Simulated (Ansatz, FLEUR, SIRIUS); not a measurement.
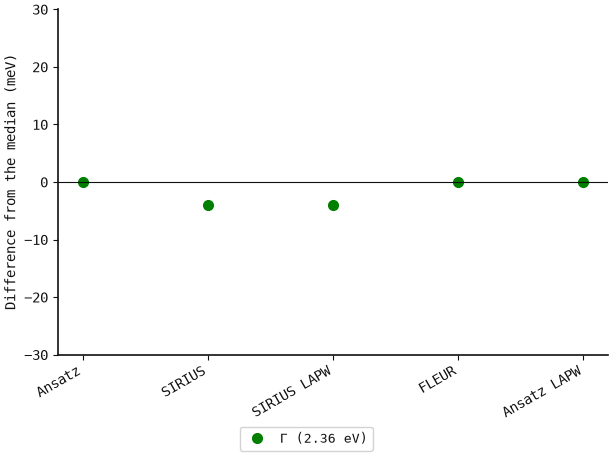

Lowest conduction level at Γ, counted from the valence-band top at Γ, for antifluorite-type Na2S, space group Fm-3m (No. 225), 3 atoms in the primitive cell; cubic a = 6.547 Å. Five runs by three programs used PBEsol (no spin polarisation, no spin-orbit coupling) on the same cell and 7×7×7 k mesh. The plot shows each result less the median of the plane-wave and all-electron runs, which the legend gives.

**How well do the programs agree?**

The plane-wave and all-electron programs (Ansatz, Ansatz LAPW, SIRIUS, SIRIUS LAPW and FLEUR) agree within 5 meV at this point.

| program | kind | valence electrons | Γ (eV) |
| --- | --- | --- | --- |
| Ansatz | plane waves | 24 | 2.362 |
| SIRIUS | plane waves | 24 | 2.358 |
| SIRIUS LAPW | all-electron | – | 2.358 |
| FLEUR | all-electron | – | 2.362 |
| Ansatz LAPW | all-electron | – | 2.362 |

Settings. Ansatz PAW, 420 eV cutoff, Fermi-Dirac smearing of 0.05 eV (Ansatz). PseudoDojo 0.4.1 PBEsol standard (scalar relativistic), 1202 eV cutoff, Fermi-Dirac smearing of 0.05 eV (SIRIUS 7.10.0). all-electron FP-LAPW, Fermi-Dirac smearing of 0.05 eV (SIRIUS). all-electron, Fermi-Dirac smearing of 0.05 eV (FLEUR MaX-R8.1 (later development tree)). all-electron LAPW, Fermi-Dirac smearing of 0.05 eV (Ansatz 0.2.0).

LDA, GGA and most meta-GGA functionals understate gaps. Ansatz: the PAW data sets were made with another functional.
